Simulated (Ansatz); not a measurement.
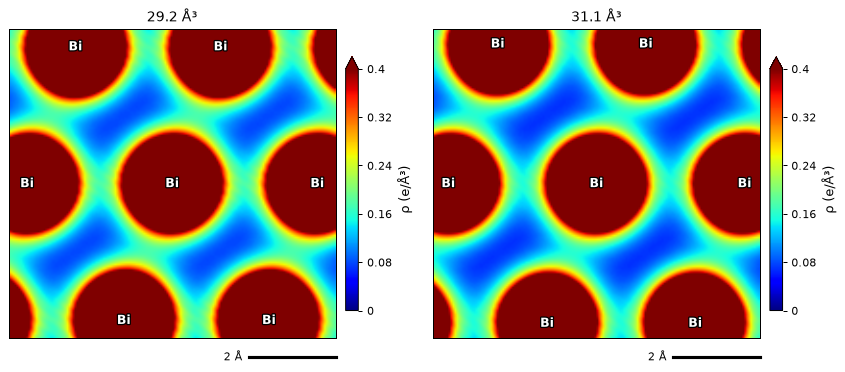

Bi. The valence charge density (pseudo) of cells scaled evenly to different volumes (given per atom above each panel), on the (011̄) plane of each (indices in the axes of the cell below), at one length scale and on one colour scale.

A structure from a database of computed crystals, not necessarily the ambient phase.

All numbers below come from Kohn-Sham DFT of a periodic cell, r2SCAN with D3(BJ), Ansatz PAW in Ansatz.

The largest cell:

```cif
data_structure
_symmetry_space_group_name_H-M 'P 1'
_symmetry_Int_Tables_number 1
_cell_length_a 3.4319
_cell_length_b 3.4319
_cell_length_c 3.4319
_cell_angle_alpha 109.471
_cell_angle_beta 109.471
_cell_angle_gamma 109.471
_cell_volume 31.12
loop_
_atom_site_label
_atom_site_type_symbol
_atom_site_fract_x
_atom_site_fract_y
_atom_site_fract_z
_atom_site_occupancy
Bi1 Bi 0.00000 0.00000 0.00000 1
```

| volume (Å³/atom) | Bi–Bi contact in the plane (Å) | ρ at its midpoint (e/Å³) | pressure (GPa) | 
| --- | --- | --- | --- |
| 29.25 | 3.362 | 0.178 | 2.6 | 
| 29.87 | 3.386 | ? | ? | 
| 31.12 | 3.432 | 0.153 | −1.2 | 

> What values belong in the row with question marks?

Over the known rows ln ρ falls by 2.16 per Å of Bi–Bi distance (the line through the two), which gives 0.169 e/Å³ at 3.386 Å; the calculation gives 0.172 e/Å³. For the pressure, a straight line in volume between the neighbouring rows gives 1.3 GPa; the calculation gives 1.2.
